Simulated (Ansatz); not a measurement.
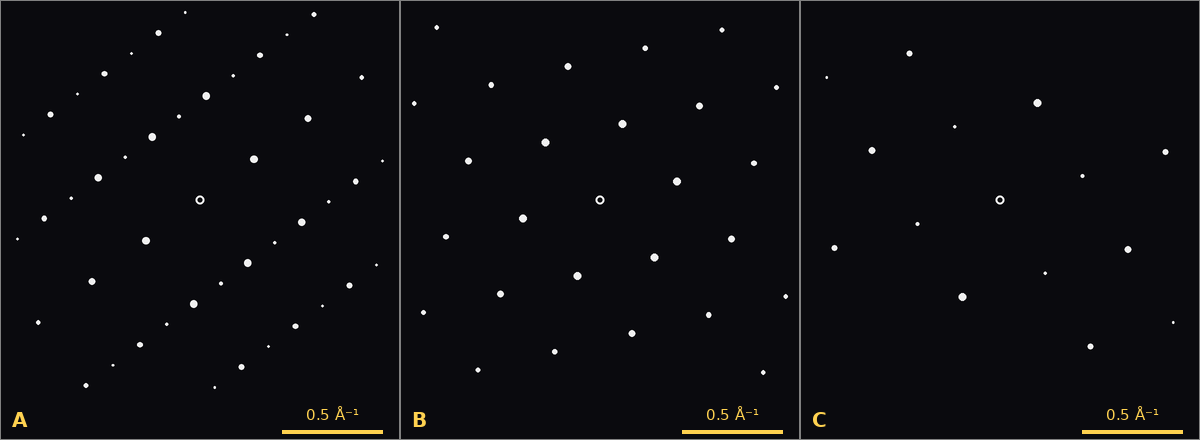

Computed electron diffraction patterns, 120 kV, single scattering only, B = 0.5 Å².

All three come from TaN, space group P6_3/mmc (No. 194), a = 2.92 Å, c = 5.91 Å (hexagonal axes). Structure: coordinates from a relaxation with DFT PBE, scalar-relativistic, plane waves, PAW (Ansatz); the starting structure was generated, so it need not be a known form of this composition.

Question: Assign the zone axes [001], [100], [211] to A, B and C.

Answer: A is [100]: rectangular net of 0 0 1 (itself extinct) at d = 5.91 Å and 0 1 0 at d = 2.53 Å, at 90.0°. B is [001]: hexagonal net of 1 -1 0 at d = 2.53 Å and 1 0 0 at d = 2.53 Å, at 60.0°. C is [211]: centred rectangular net of 0 1 -1 at d = 2.32 Å and -1 1 1 at d = 2.32 Å, at 74.4°.
